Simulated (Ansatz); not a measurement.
## Electronic structure of ZnO (slab) in real space

Input file:

```
crystal:
  lattice:
    - [5.2141142598, 0.0, 0.0]
    - [0.0, 5.5946231937, 0.0]
    - [0.0, 0.0, 19.8450858104]
  atoms:
    - { symbol: Zn, position: [0.4999673609, 0.1666666667, 0.3779273152] }
    - { symbol: Zn, position: [0.9999673609, 0.8333333333, 0.3779273152] }
    - { symbol: O, position: [0.6210226391, 0.8333333333, 0.3779273152] }
    - { symbol: O, position: [0.1210226391, 0.1666666667, 0.3779273152] }
    - { symbol: Zn, position: [0.4999673609, 0.6666666667, 0.4593091051] }
    - { symbol: Zn, position: [0.9999673609, 0.3333333333, 0.4593091051] }
    - { symbol: O, position: [0.6210226391, 0.3333333333, 0.4593091051] }
    - { symbol: O, position: [0.1210226391, 0.6666666667, 0.4593091051] }
    - { symbol: Zn, position: [0.4999673609, 0.1666666667, 0.5406908949] }
    - { symbol: Zn, position: [0.9999673609, 0.8333333333, 0.5406908949] }
    - { symbol: O, position: [0.6210226391, 0.8333333333, 0.5406908949] }
    - { symbol: O, position: [0.1210226391, 0.1666666667, 0.5406908949] }
    - { symbol: Zn, position: [0.4999673609, 0.6666666667, 0.6220726848] }
    - { symbol: Zn, position: [0.9999673609, 0.3333333333, 0.6220726848] }
    - { symbol: O, position: [0.6210226391, 0.3333333333, 0.6220726848] }
    - { symbol: O, position: [0.1210226391, 0.6666666667, 0.6220726848] }
basis:
  ecutwfc: 420
kpoints:
  mp_grid: { grid: [5, 5, 1] }
hamiltonian:
  xc: pbesol
scf:
  occupations: { method: gaussian, width: 0.05 }
output:
  forces: true
  stress: true
  eigenvalues: true
  write_density: true
  write_potential: true
  elf: true
  volumetric_format: npy
efield:
  axis: 3
  dipole_correction: true
```

Launched as:

```sh
ansatz run input.yaml --threads 2 --pin off --max-ram 5120MiB --backend cpu --events-out ev --progress --plain --runs-dir out
```

Not relaxed (largest force 1.7 eV/Å).

Level of theory: DFT PBEsol, scalar-relativistic, plane waves, PAW (Ansatz 0.2.0).

Core electrons are frozen (PAW), and the valence fields are smoothed inside the atomic spheres.

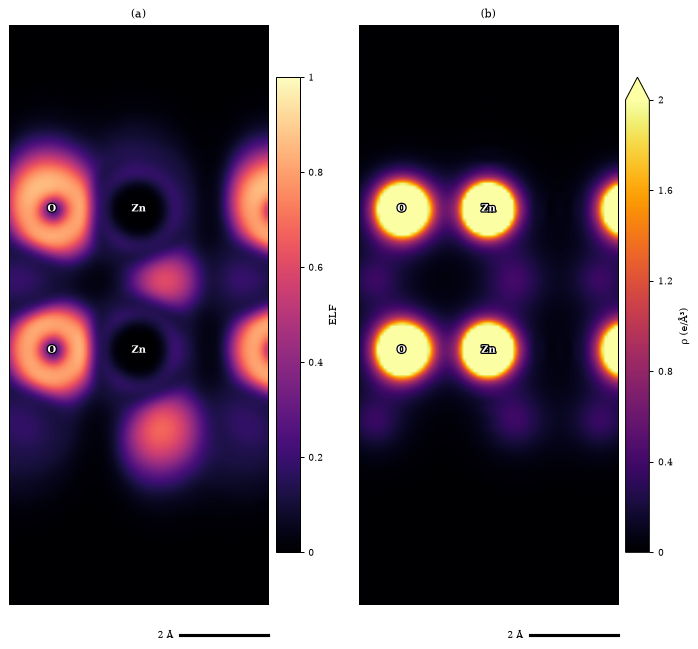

Figure 1. (a) ELF; (b) valence charge density (pseudo) on the (010) plane of the calculation cell, a cut from vacuum to vacuum.

Interpret the plot.

Answer. The plane passes through Zn and O nuclei. Atoms just off the plane (Zn, 0.9 Å away and O, 0.9 Å away) can leave unmarked features too. Zn–O (1.98 Å): ρ is about 0.6 e/Å³ halfway; the ELF peaks at about 0.85 in the valence shell of O, 0.6 Å from its nucleus, and is about 0.25 at the midpoint (no localised pair shows between them). The density dies away to nearly zero in the vacuum. The ELF also peaks beside O, away from the bonds: lone-pair regions.

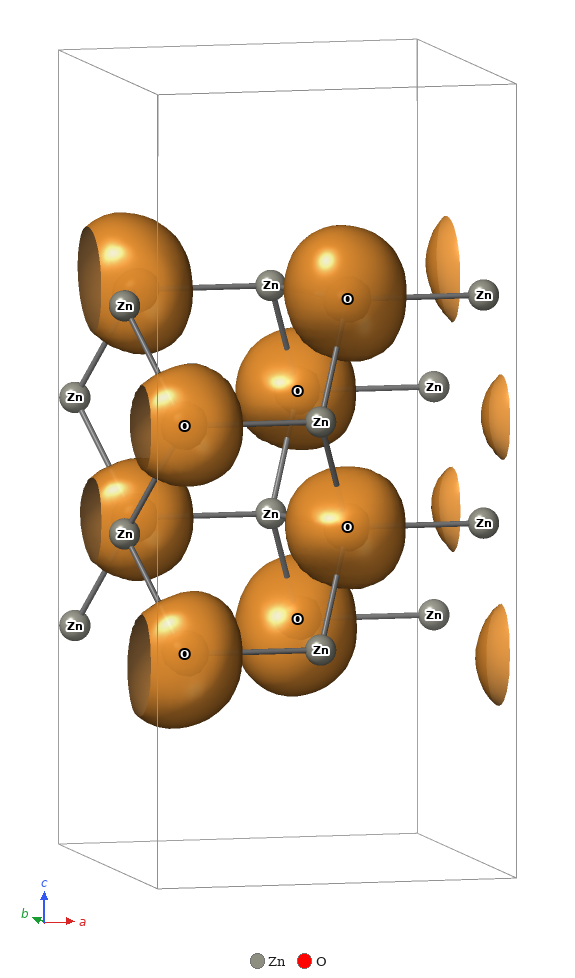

Figure 2. Isosurface of the electron localisation function at 0.65 (orange), seen slightly off an axis. Core shells and regions of very low density are left out. Sticks mark near contacts.

Identify the bonds, lone pairs and shells in this picture.

Answer. At this value the surface marks out eight regions wrapped around O (the valence shell of each), counted in one cell of 16 atoms. Counts are for one cell; the picture repeats the cell along the surface. Along the contacts the grid gives the following. Zn–O (1.97 Å): the ELF peaks at about 0.85 in the valence shell of O, 0.6 Å from its nucleus, and is about 0.25 at the midpoint: no shared electron pair shows on this line.

Does the calculation give a band gap?

Answer. It is gapped, with a Kohn–Sham gap of 1.0 eV on the k-point mesh (the band edges may lie off the mesh, which would make the gap smaller).
